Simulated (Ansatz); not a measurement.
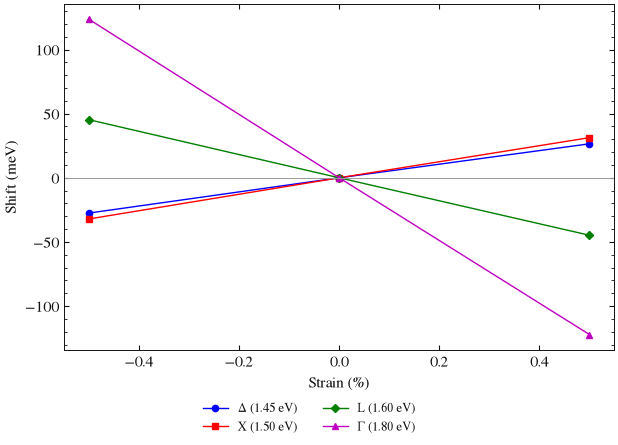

Shifts of the lowest conduction level at the points named, against the centre of the valence top at Γ (unstrained energies in the legend). Δ is the valley on the line from Γ to X.

System: zincblende GaP, space group F-43m, 2 atoms in the primitive cell, in a cell relaxed beforehand; cubic a = 5.439 Å. Here all lengths are changed by ±0.5 %, and the atoms are carried along without relaxing. Level of theory: PBEsol, Ansatz PAW set, no spin polarisation, no spin-orbit coupling, 8×8×8 k mesh, 420 eV cutoff; code Ansatz 0.2.0.

**How fast does each conduction level move?**

For each 1 % of strain: +54 meV at Δ, +63 meV at X, −90 meV at L and −246 meV at Γ. Over dlnV = 3 % that gives deformation potentials of +1.8 eV at Δ, +2.1 eV at X, −3.0 eV at L and −8.2 eV at Γ, against the valence top.

The PAW data sets were made with another functional. Measured GaP has its conduction bottom near X; the order of its valleys hangs on the functional and the volume. LDA, GGA and most meta-GGA functionals understate gaps.
